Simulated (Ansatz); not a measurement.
The structure in question:

Space group F-43m (No. 216). a = 4.380 Å, b = 4.380 Å, c = 4.380 Å, α = 90.00°, β = 90.00°, γ = 90.00°
```json
{"atom": "Si", "site": "4c", "symmetry": "-43m", "x": "0.2500", "y": "0.7500", "z": "0.7500"}
{"atom": "C", "site": "4a", "symmetry": "-43m", "x": "0.0000", "y": "0.0000", "z": "0.0000"}
```

Question: What does this file describe?

Answer: Composition: SiC. The atoms follow space group F-43m (No. 216); the Bravais lattice is face-centred cubic. The prototype is zinc blende (sphalerite type). Counting shared atoms by their share gives 4 Si, 4 C, or 8 atoms. About every Si there are four C in a tetrahedral arrangement at 1.90 Å. Around each C lie four Si in a tetrahedral arrangement at 1.90 Å. The bonds build a three-dimensional framework.

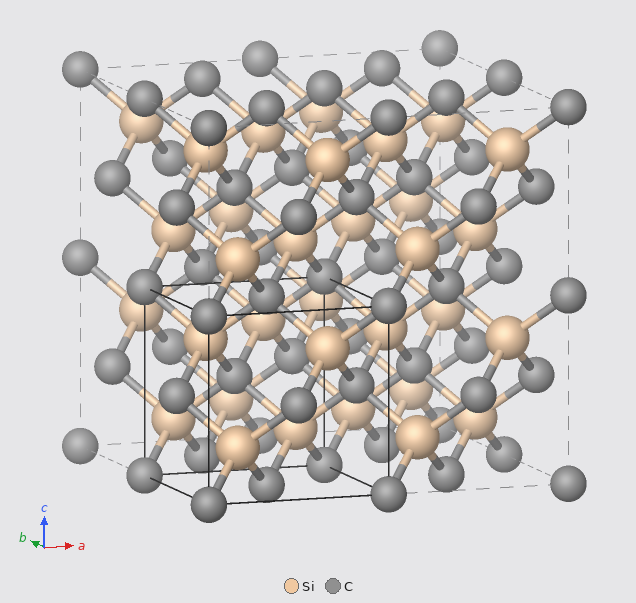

Ball-and-stick representation of a periodic structure, projected slightly off an axis. A block of 2×2×2 cells is shown, with one conventional unit cell in solid outline. Colours: silicon light orange, carbon grey.

The structure was taken from a structure listed in the Materials Project. Earlier steps of the study, as a rule a relaxation of our own, may have changed the cell and positions, so they can lie some per cent off the listed ones. A calculation with Ansatz used it as input.
